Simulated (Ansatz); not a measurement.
## Electronic structure of Al7Co (distorted or defective cell) in real space

```xyz
8
Lattice="-4.0416 4.0416 0.0000 0.0000 4.0416 -4.0416 -4.0416 0.0000 -4.0416" Properties=species:S:1:pos:R:3 pbc="T T T"
Co   -2.0208    2.0208   -4.0416
Al   -2.0208    0.0000   -2.0208
Al    0.0000    2.0208   -2.0208
Al    0.0000    0.0000    0.0000
Al   -4.0416    4.0416   -4.0416
Al   -4.0416    2.0208   -2.0208
Al   -2.0208    4.0416   -2.0208
Al   -2.0208    2.0208    0.0000
```

The program warned that a starting moment wasn't kept; spin-polarised, but the moments vanished.

The calculation used Ansatz 0.2.0, DFT PBE, scalar-relativistic, plane waves, PAW.

The density is the valence pseudo-density of a PAW calculation; it isn't the true density close to the nuclei.

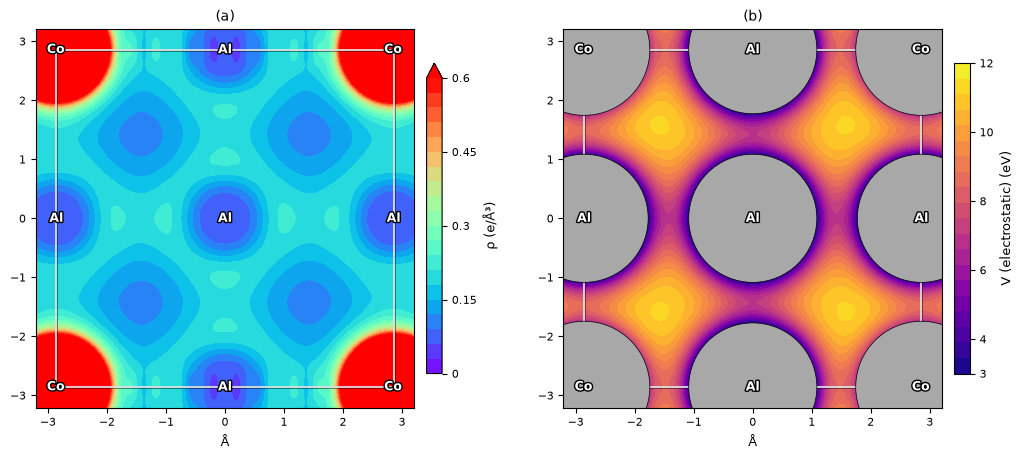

Figure 1. (a) valence electron density; (b) electrostatic potential (local pseudopotential plus Hartree) felt by an electron on the (101) plane of the calculation cell. Grey discs cover the atomic cores in the potential map.

Read the bonding off the picture.

Answer. The section cuts through Co and Al sites. Al–Co (2.86 Å): ρ at the midpoint is about 0.18 e/Å³. Al–Al (2.86 Å): the density is about 0.2 e/Å³ at the midpoint. Between the atoms the lowest density in this plane is 0.11 e/Å³. Outside the cores the potential energy rises away from the atoms and is highest about 1.8 Å from the nearest atoms; its zero is arbitrary.

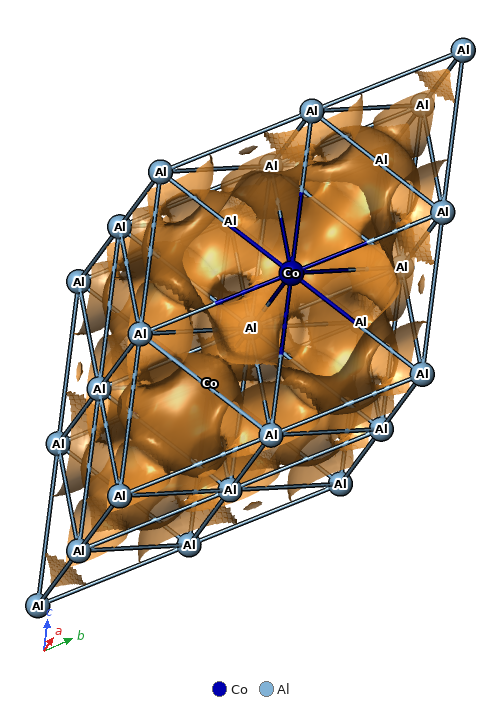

Figure 2. Isosurface of the ELF at 0.55 (orange), seen at an oblique angle. Core shells and regions of very low density are left out. Sticks mark near contacts.

What do the ELF domains correspond to?

Answer. The ELF exceeds this value in one network that runs through the whole crystal, counted in one cell of 8 atoms. Any copies at cell faces, edges or corners count once. Profiles from the grid: Al–Co (2.86 Å): the ELF is about 0.45 at the midpoint. Al–Al (2.86 Å): the ELF peaks at about 0.65 between the atoms.

Does the calculation give a band gap?

Answer. It is gapless in this calculation (a metal or semimetal).
